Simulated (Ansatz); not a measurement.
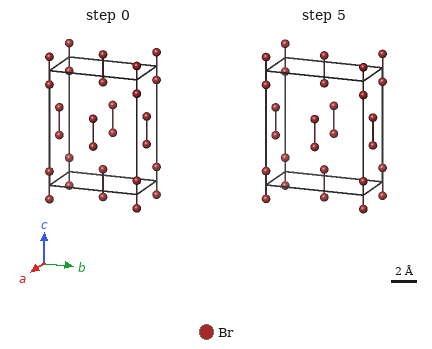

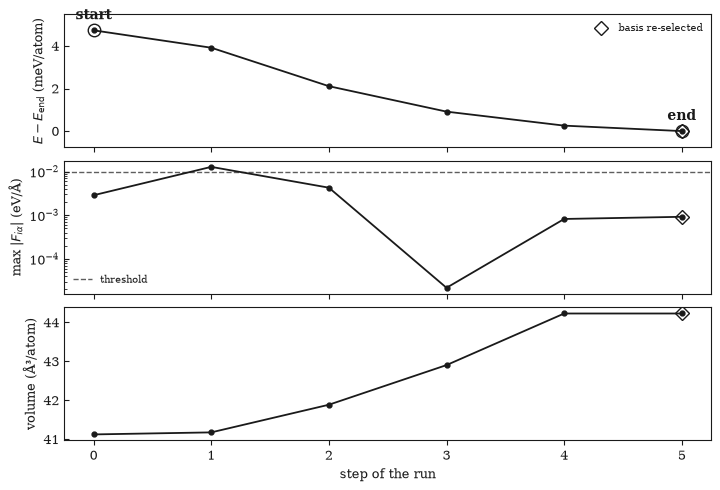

First and last geometry of a relaxation of a crystal of Br (built on the O_69 type), with the history of the run. A ball-and-stick model of the conventional cell (4 times the calculation's cell), seen slightly off an axis. Lengths and directions refer to the drawn axes.

Case: O type (Fmmm, No. 69).

Level of theory: DFT PBE, scalar-relativistic, plane waves, PAW in Ansatz.

Input
```yaml
crystal:
  lattice:
    - [0.0, 3.8144327132, 4.8496081915]
    - [2.2231409422, 0.0, 4.8496081915]
    - [2.2231409422, 3.8144327132, 0.0]
  atoms:
    - { symbol: Br, position: [0.1209488725, 0.1209488725, 0.8790511275] }
    - { symbol: Br, position: [0.8790511275, 0.8790511275, 0.1209488725] }
basis:
  ecutwfc: 420
kpoints:
  mp_grid: { grid: [10, 10, 10] }
hamiltonian:
  xc: pbe
scf:
  occupations: { method: gaussian, width: 0.02 }
output:
  forces: true
  stress: true
  eigenvalues: true
relax:
  adjacent_minimum: "off"
  f_tol: 0.01
  max_steps: 80
  cell: { stress_tol: 0.05 }
```

### Read the history and describe the run.

It converged. The energy falls by 4.7 meV per atom in 4 accepted moves (5 points after the start). Largest force component: 0.0029 eV/Å at the start, 0.00092 eV/Å at the end. The pressure goes from 0.02 to 0.03 GPa. At 1 point the geometry stayed and the basis and grid were re-selected for the new cell (energy shift of 0.3 meV per atom at most each time). The largest moves relative to the cell, 0.010 Å, are those of Br1 and Br2. Br1 goes along +c. The drawn cell changes as follows: a 4.446 → 4.316 Å (−2.9 %), b 7.629 → 8.502 Å (+11.4 %), c 9.699 → 9.643 Å (−0.6 %); the volume changes by +7.6 %. Among the contacts that change: Br1–Br2 2.346 → 2.353 Å. The space group stays Fmmm (No. 69).
